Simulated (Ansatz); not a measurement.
A series of calculations on Ti$_{23}$O$_{49}$

### Relaxation

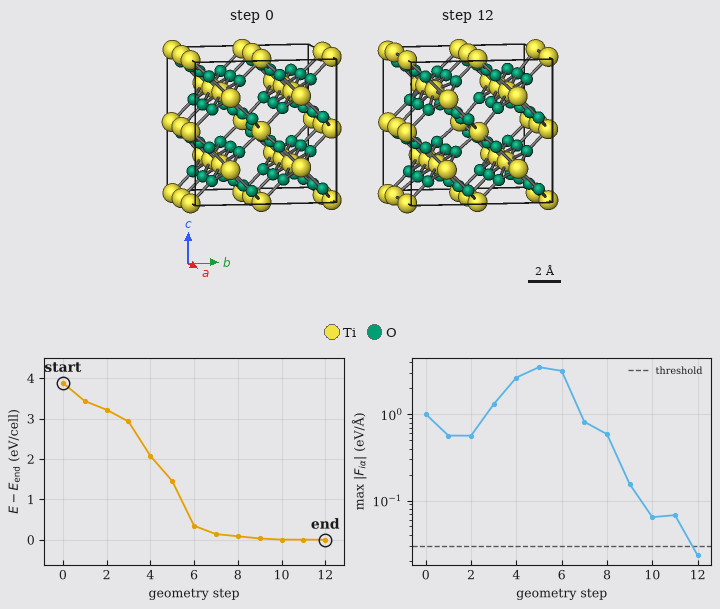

First and last geometry of a relaxation of a defect cell of composition Ti23O49 (cell charge +3), with the history of the run. The picture is a ball-and-stick view of the cell of the calculation, reduced to other axes (origin shifted), seen slightly off an axis. Lengths and directions refer to the drawn axes.

Computed with Ansatz 0.2.0, DFT, PBEsol, PAW, plane waves. Set-up: plane-wave cutoff 420 eV; k-point mesh 1 × 1 × 1; mesh shifted by (0.25, 0.25, 0.25); collinear spin; atoms relaxed in a fixed cell; force threshold 0.03 eV/Å; at most 80 steps.

Read the history and describe the run.

It converged. The largest move is that of an O atom, 0.63 Å along [0 −1 1]. Largest moves by element: O 0.63 Å, Ti 0.26 Å. The cell stays as it was. Some distances before and after: O–O 1.939 → 1.298 Å, O–Ti 1.957 → 2.352 Å, O–Ti 1.984 → 2.355 Å, O–Ti 1.961 → 2.196 Å. New bonds form, among them: O–O (1.93 → 1.30 Å), O–O (1.94 → 1.30 Å). Among the angles between lasting bonds that change: Ti–O–Ti 132.9° → 119.4°, Ti–O–Ti 130.4° → 119.3°, Ti–O–Ti 133.3° → 123.1°. The energy falls by 3.885 eV per cell of the calculation in 12 geometry steps. The largest force component goes from 1 to 0.023 eV/Å. The program noted that the starting moments weren't kept.

Limits of the set-up: the cell is charged, on a uniform background, and energies carry no finite-size correction.

### Relaxation

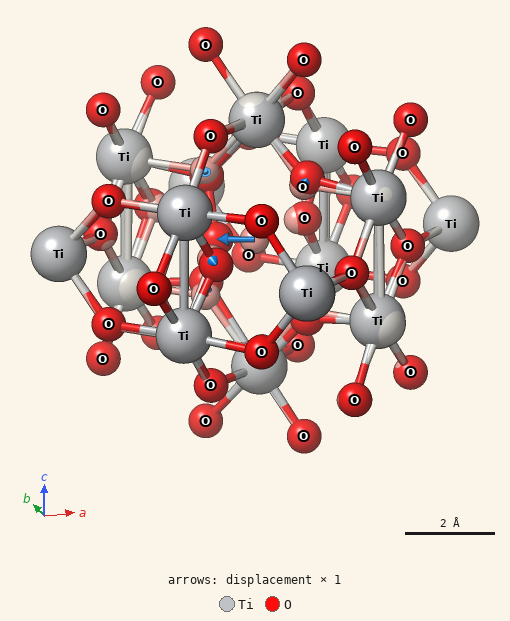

This is a relaxation of a defect cell of composition Ti$_{23}$O$_{49}$ (cell charge −2). The starting structure is drawn faded, the final one solid; blue arrows show the displacements, at their true length.

A ball-and-stick model of the atoms within 5.0 Å of the atom that moves most (axes of the cell of the calculation (origin shifted)), seen slightly off an axis.

Method: DFT, PBEsol, PAW, plane waves (Ansatz 0.2.0). Settings: plane-wave cutoff 420 eV; k-point mesh 1 × 1 × 1; mesh shifted by (0.25, 0.25, 0.25); no spin polarisation; atoms relaxed in a fixed cell; force threshold 0.03 eV/Å; at most 80 steps.

Atoms of which element are displaced furthest, and by how much?

Oxygen: up to 0.87 Å, against 0.20 Å for titanium.

What happened in the run?

The atom that moves furthest is an O atom (0.87 Å along [−2 1 0]). By element the largest moves are O 0.87 Å, Ti 0.20 Å. The cell doesn't change. Near-neighbour distances that change, for instance: O–O 1.928 → 1.415 Å, O–O 1.939 → 1.482 Å, O–Ti 1.957 → 2.294 Å, O–Ti 2.020 → 1.807 Å. New bonds form, among them: O–O (1.93 → 1.42 Å), O–O (1.94 → 1.48 Å). Bond angles that change, for instance: Ti–O–Ti 129.0° → 145.3°, Ti–O–Ti 129.6° → 139.4°, Ti–O–Ti 96.2° → 105.5°. Over 20 geometry steps the energy falls by 4.690 eV per cell of the calculation. Largest force component: 3 eV/Å at the start, 0.013 eV/Å at the end.

Limits of the set-up: the cell is charged, on a uniform background, and energies carry no finite-size correction.

### Defect

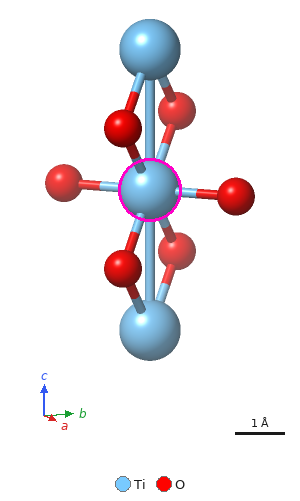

Perfect TiO2. Style: ball-and-stick. Shown: the atoms within 3.3 Å of one point, slightly off an axis.

These are results of DFT, PBEsol, PAW, plane waves in Ansatz, not measurements. (plane-wave cutoff 420 eV; k-point mesh 1 × 1 × 1; mesh shifted by (0.25, 0.25, 0.25); collinear spin) Fermi-Dirac smearing of 0.01 eV. A uniform background neutralises the charged cell. The axes drawn are those of the host's conventional cell.

A titanium atom is replaced by oxygen at the ringed place, in charge state +1. The supercell has 72 sites, and the atoms are relaxed at the host's cell.

Question: How do the neighbours respond?

Answer: In the host the Ti atom has 6 O at 1.94 to 1.98 Å; the O atom ends with 2 O at 1.31 Å. Of the host's atoms, an oxygen atom moves furthest from its site, by 0.36 Å. The O atom itself moves 0.66 Å from where it was put. The cell's net moment is 0.96 μB.

The relaxed defect, seen from the same direction:

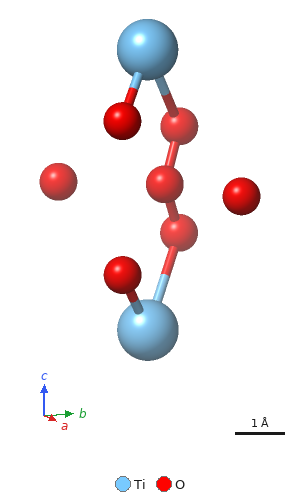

Limits of the set-up: the cell is charged, on a uniform background, and energies carry no finite-size correction.

### Defect

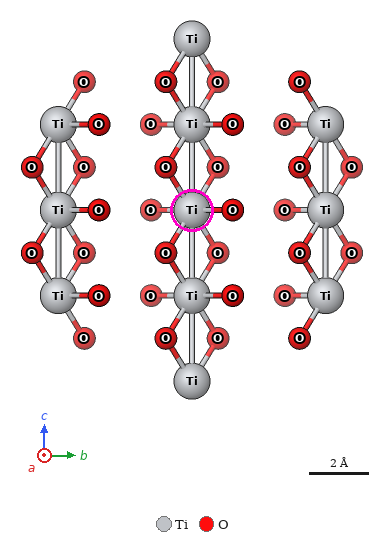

Perfect TiO₂. The picture is a ball-and-stick view of the atoms within 6.0 Å of one point, in a slice 3.4 Å thick across the line of sight, seen along the a axis.

Method: Ansatz 0.2.0, DFT, PBEsol, PAW, plane waves. Settings: plane-wave cutoff 420 eV; k-point mesh 1 × 1 × 1; mesh shifted by (0.25, 0.25, 0.25); no spin polarisation. Fermi-Dirac smearing of 0.01 eV. A uniform background neutralises the charged cell. The axes drawn are those of the host's conventional cell.

A titanium atom is replaced by oxygen at the ringed place, in charge state −2. The supercell has 72 sites, and the atoms are relaxed at the host's cell.

### How do the neighbours respond?

In the host the Ti atom has 6 O at 1.94 to 1.98 Å; the O atom ends with 2 O at 1.42 to 1.48 Å. Of the host's atoms, an oxygen atom moves furthest from its site, by 0.36 Å. The O atom itself moves 0.89 Å from where it was put.

The relaxed defect, seen from the same direction:

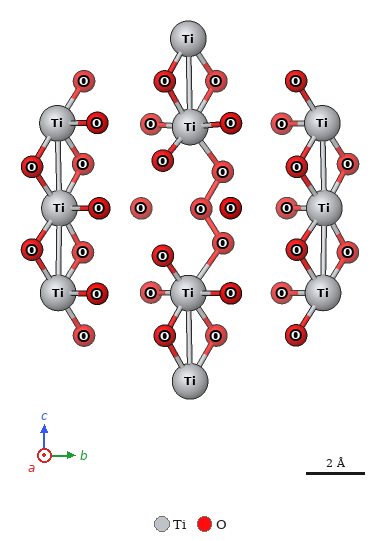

Limits of the set-up: the cell is charged, on a uniform background, and energies carry no finite-size correction.
